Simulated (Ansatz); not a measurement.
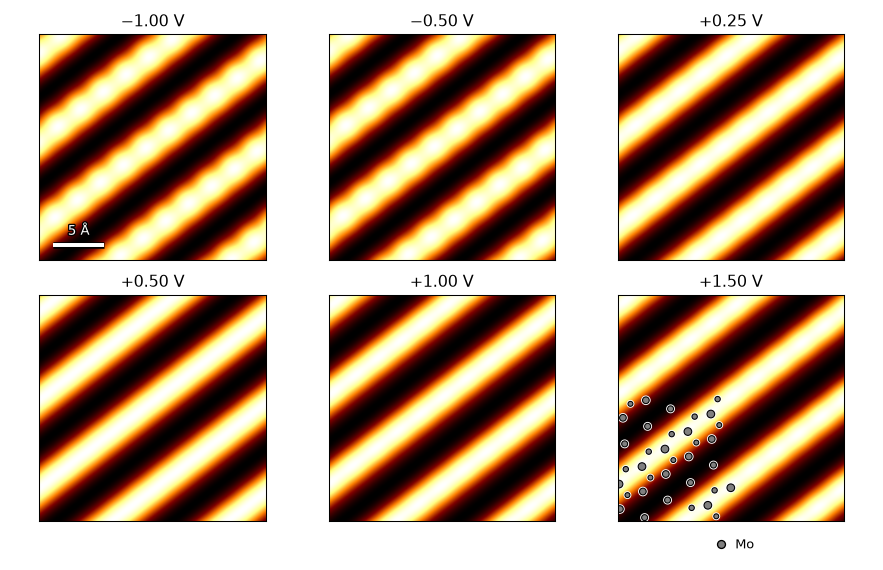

Constant-height images of Mo(211) (Fm-3m bulk, 14 atomic planes (those closer than 0.6 Å count as one), 10 Å) at 6 sample biases, each on its own colour scale; the last has the atoms seen from above drawn over one corner (deeper ones smaller).

Images follow the Tersoff–Hamann model: the current is the local density of the sample's states between the Fermi level and the bias, at the tip's centre. Bias windows are sharp sums over the levels of the k mesh.

Method: DFT PBE, scalar-relativistic, plane waves, PAW in Ansatz. Cutoff 420 eV, 21 × 9 k-points, Gaussian smearing 0.1 eV, dipole correction. The slab is a cut without reconstruction beyond its cell, at the source's lattice constants, with its lower half held fixed and the rest relaxed. This isn't the element's usual bcc form. No spin polarisation. The run warns that the functional's potential is rough in the thin density of the vacuum, where the tip is; weak contrasts and barriers may feel it.

The calculation's input:

```yaml
crystal:
  lattice:
    - [2.84964033, 0.0, 0.0]
    - [0.0, 6.98016475, 0.0]
    - [0.0, 0.0, 28.6940641578]
  atoms:
    - { symbol: Mo, position: [0.5, 0.66666667, 0.3136537212] }
    - { symbol: Mo, position: [0.0, 0.33333333, 0.342322381] }
    - { symbol: Mo, position: [0.5, 0.0, 0.3709910408] }
    - { symbol: Mo, position: [0.0, 0.66666667, 0.3996597007] }
    - { symbol: Mo, position: [0.5, 0.33333333, 0.4283283605] }
    - { symbol: Mo, position: [0.0, 0.0, 0.4569970103] }
    - { symbol: Mo, position: [0.5, 0.66666667, 0.4856656701] }
    - { symbol: Mo, position: [0.0, 0.3672660115, 0.5115900328] }
    - { symbol: Mo, position: [0.5, 0.0687754647, 0.538317635] }
    - { symbol: Mo, position: [0.0, 0.7708834459, 0.5636195521] }
    - { symbol: Mo, position: [0.5, 0.4650767078, 0.5887866281] }
    - { symbol: Mo, position: [0.0, 0.1711222193, 0.6177615896] }
    - { symbol: Mo, position: [0.5, 0.8629040979, 0.6407362246] }
    - { symbol: Mo, position: [0.0, 0.5749025152, 0.6618961041] }
basis:
  ecutwfc: 420.0
  fft_grid_basis: typed
kpoints:
  mp_grid: { grid: [21, 9, 1] }
hamiltonian:
  xc: pbe
scf:
  occupations: { method: gaussian, width: 0.1 }
output:
  forces: true
  eigenvalues: true
  band_densities:
    - { e_range: [-2.0, -1.0] }
    - { e_range: [-1.0, -0.5] }
    - { e_range: [-0.5, -0.25] }
    - { e_range: [-0.25, 0.0] }
    - { e_range: [0.0, 0.25] }
    - { e_range: [0.25, 0.5] }
    - { e_range: [0.5, 1.0] }
    - { e_range: [1.0, 1.5] }
  band_residual_tolerance: 1.0e-05
  write_potential: true
  elf: true
  write_density: true
  volumetric_format: npy
efield:
  axis: 3
  dipole_correction: true
  ramp_width: 0.04
checkpoint:
  read: start.run
  write: ck
  compress: false
  write_wavefunctions: false
  write_every: 100000
```

Command:

```sh
ansatz run input.yaml --threads 2 --pin off --max-ram 4423MiB --backend cpu --events-out ev --progress --plain --runs-dir out
```

Cost without the relaxation before it: 4.2 min on 2 threads of Intel(R) Xeon(R) 6975P-C (Granite Rapids) (shared host), peak memory 3.2 GiB.

Question: How do the images change with bias?

Answer:
```csv
bias,height (Å),bright/dark,brightest over
−1.00 V,4.0,3,points 1.5 Å to the side of the top Mo atoms
−0.50 V,4.0,3.2,points 1.4 Å to the side of the top Mo atoms
+0.25 V,4.0,5.9,points 1.4 Å to the side of the top Mo atoms and top Mo atoms
+0.50 V,4.0,5.4,top Mo atoms
+1.00 V,4.0,8.6,top Mo atoms
+1.50 V,4.0,8.9,top Mo atoms
```

The slab has states at the Fermi level, so this model gives a current down to small biases. Its work function (top face) is 4.21 eV.
